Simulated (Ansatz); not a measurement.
CaF2: several calculations on one system

## 1. Relaxation

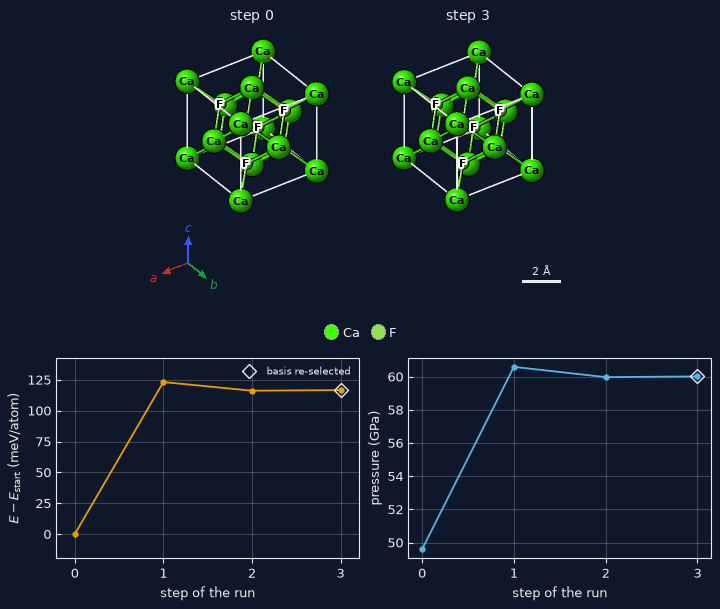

First and last geometry of a relaxation of solid CaF2 (set up in Fm-3m), with the history of the run. Style: ball-and-stick. Shown: the conventional cell (4 times the calculation's cell), from a free direction. Lengths and directions refer to the drawn axes.

Case: relaxed at 60 GPa.

These are results of DFT r2SCAN, scalar-relativistic, plane waves, PAW (Ansatz), not measurements. Settings: plane-wave cutoff 500 eV; k-point mesh 8 × 8 × 8; occupations gaussian; smearing width 0.02 eV; target pressure 60 GPa; no spin polarisation; cell and atoms relaxed; force threshold 0.008 eV/Å; at most 50 steps.

What do the curves and the structures tell?

Answer. It converged. Over 2 accepted moves (3 points after the start) the energy rises by 117 meV per atom. With the target pressure of 60 GPa, the enthalpy E + pV changes by −11.4 meV per atom. All forces vanish by symmetry, so only the cell relaxes. The pressure goes from 49.59 to 60.01 GPa. At 1 point the geometry stayed and the basis and grid were re-selected for the new cell (energy shift of 0.5 meV per atom at most each time). No atom moves by more than 0.005 Å relative to the cell. Cell: a = b = c 4.939 → 4.883 Å (−1.1 %). Volume −3.4 %. Among the contacts that change: Ca–Ca 3.493 → 3.453 Å, Ca–F 2.139 → 2.114 Å. The space group stays Fm-3m (No. 225).

## 2. Relaxation

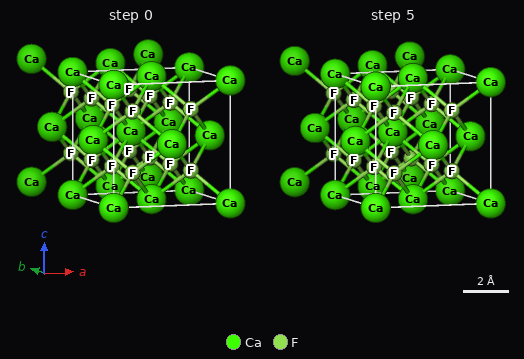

The structure of solid CaF2 (set up in Fm-3m) before (left) and after (right) a relaxation, at one scale.

Style: ball-and-stick. Shown: the conventional cell (4 times the calculation's cell), repeated 1 × 2 × 1 with one cell outlined, slightly off an axis. Lengths and directions refer to the drawn axes.

Method: Ansatz, DFT r2SCAN, scalar-relativistic, plane waves, PAW. (plane-wave cutoff 500 eV; k-point mesh 8 × 8 × 8; occupations gaussian; smearing width 0.02 eV; no spin polarisation; cell and atoms relaxed; force threshold 0.005 eV/Å; at most 80 steps)

### What changed between the two?

The atoms keep their places relative to the cell (all moves are under 0.005 Å). The volume changes by −4.1 %, with a = b = c 5.516 → 5.439 Å (−1.4 %). Some distances before and after: Ca–F 2.389 → 2.355 Å. The space group stays Fm-3m (No. 225). The energy falls by 19.2 meV per cell of the calculation in 3 accepted moves (5 points after the start). All forces vanish by symmetry, so only the cell relaxes. The pressure goes from −3.43 to 0.00 GPa. At 2 points the geometry stayed and the basis and grid were re-selected for the new cell (energy shift of 1.4 meV per cell of the calculation at most each time).

## 3. A change

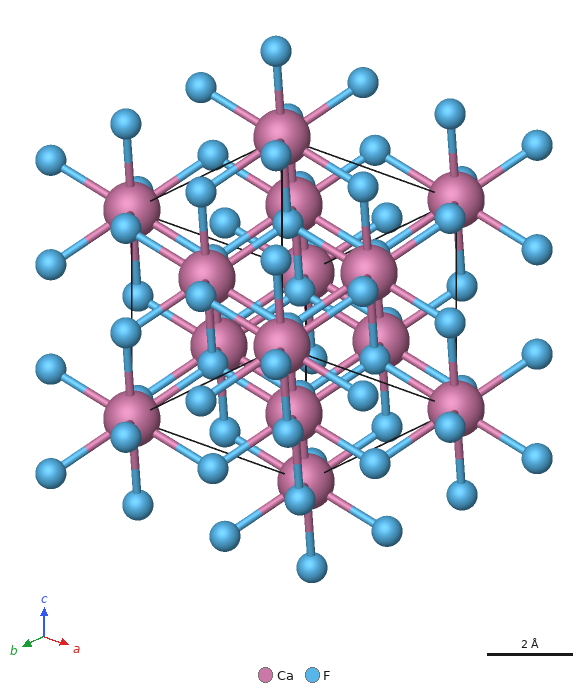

This is a crystal of CaF₂ (set up in Fm-3m). Style: ball-and-stick. Shown: the conventional cell (4 times the calculation's cell), from a free direction. Lengths and directions refer to the drawn axes.

Computed with DFT r2SCAN, scalar-relativistic, plane waves, PAW (Ansatz 0.2.0). Settings: plane-wave cutoff 500 eV; k-point mesh 8 × 8 × 8; occupations gaussian; smearing width 0.02 eV; no spin polarisation.

Change: The crystal is put under a hydrostatic pressure of 15 GPa. Cell and atoms are relaxed at that pressure.

Input file:
```yaml
crystal:
  lattice:
    - [0.0, 2.6038651943, 2.6038651943]
    - [2.6038651943, 0.0, 2.6038651943]
    - [2.6038651943, 2.6038651943, 0.0]
  atoms:
    - { symbol: Ca, position: [0.0, 0.0, 0.0] }
    - { symbol: F, position: [0.75, 0.75, 0.75] }
    - { symbol: F, position: [0.25, 0.25, 0.25] }
basis:
  ecutwfc: 500
kpoints:
  mp_grid: { grid: [8, 8, 8] }
hamiltonian:
  xc: r2scan
scf:
  occupations: { method: gaussian, width: 0.02 }
output:
  forces: true
  stress: true
  eigenvalues: true
relax:
  adjacent_minimum: "off"
  f_tol: 0.008
  max_steps: 50
  cell: { stress_tol: 0.08, p_target: 15.0 }
```

Launched with:
```bash
ansatz run input.yaml --threads 1 --pin off --max-ram 2560MiB --backend cpu --events-out ev --progress --plain --runs-dir out
```

What does the calculation give for the changed structure?

The volume changes by −11.9 %, with a = b = c 5.439 → 5.215 Å (−4.1 %). No atom moves by more than 0.005 Å relative to the cell. Near-neighbour distances before and after: Ca–F 2.355 → 2.258 Å. The space group stays Fm-3m (No. 225). Energy change: +66.6 meV per atom. Pressure: 0.0 GPa before, 15.1 GPa after.

The changed structure in the same view:

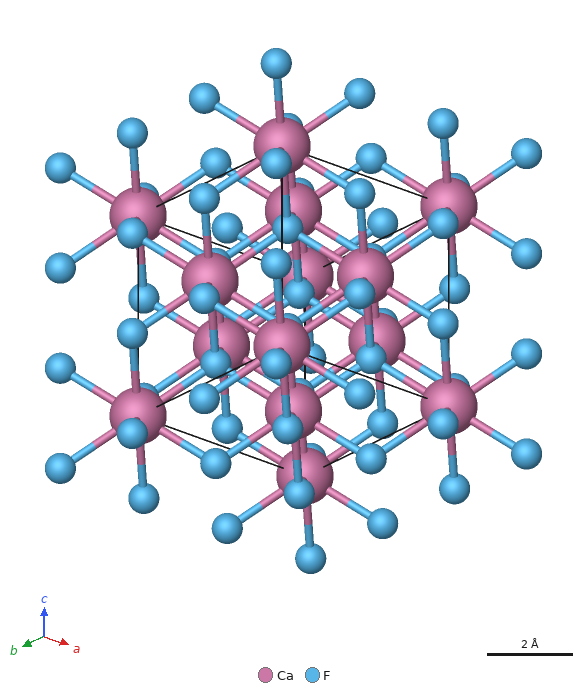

## 4. Series

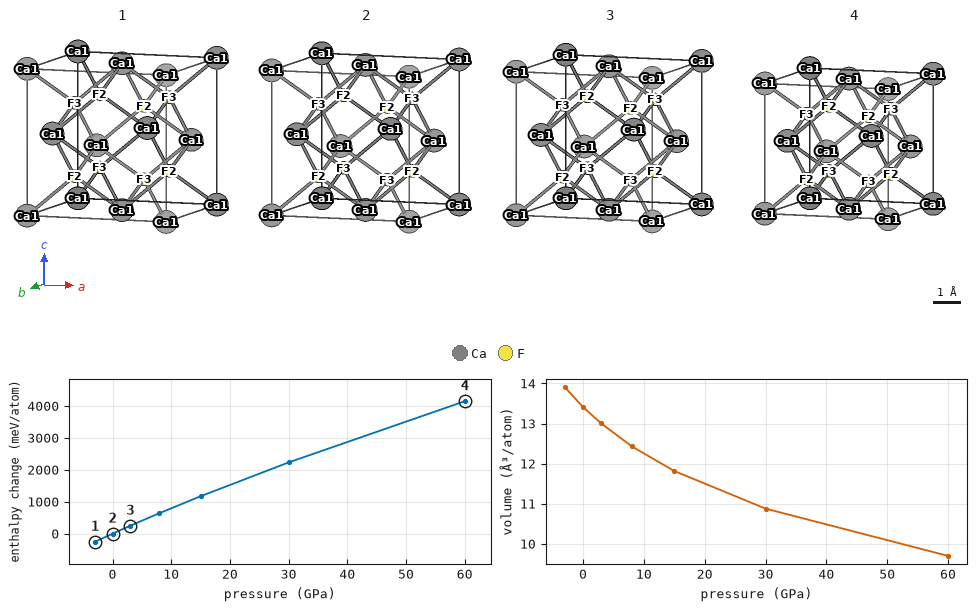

Members of a series of calculations on a crystal of CaF2 (set up in Fm-3m), marked on the first curve. A ball-and-stick model of the conventional cell (4 times the calculation's cell), seen from a free direction. Lengths and directions refer to the drawn axes.

Level of theory: DFT r2SCAN, scalar-relativistic, plane waves, PAW (Ansatz). Set-up: plane-wave cutoff 500 eV; k-point mesh 8 × 8 × 8; occupations gaussian; smearing width 0.02 eV; no spin polarisation.

How does the crystal respond to pressure?

The structure is relaxed at several pressures. 1 (pressure −3.0 GPa): enthalpy change −256 meV/atom, volume 13.91 Å³ per atom. 2 (pressure 0.0 GPa): enthalpy change 0.0 meV/atom, volume 13.41 Å³ per atom. 3 (pressure 3.0 GPa): enthalpy change 247 meV/atom, volume 13.00 Å³ per atom. 4 (pressure 60.0 GPa): enthalpy change 4150 meV/atom, volume 9.70 Å³ per atom. The rest compares 1 with 4. The volume changes by −30.2 %, with a = b = c 5.506 → 4.883 Å (−11.3 %). Among the bonded contacts that change: Ca–F 2.384 → 2.114 Å.
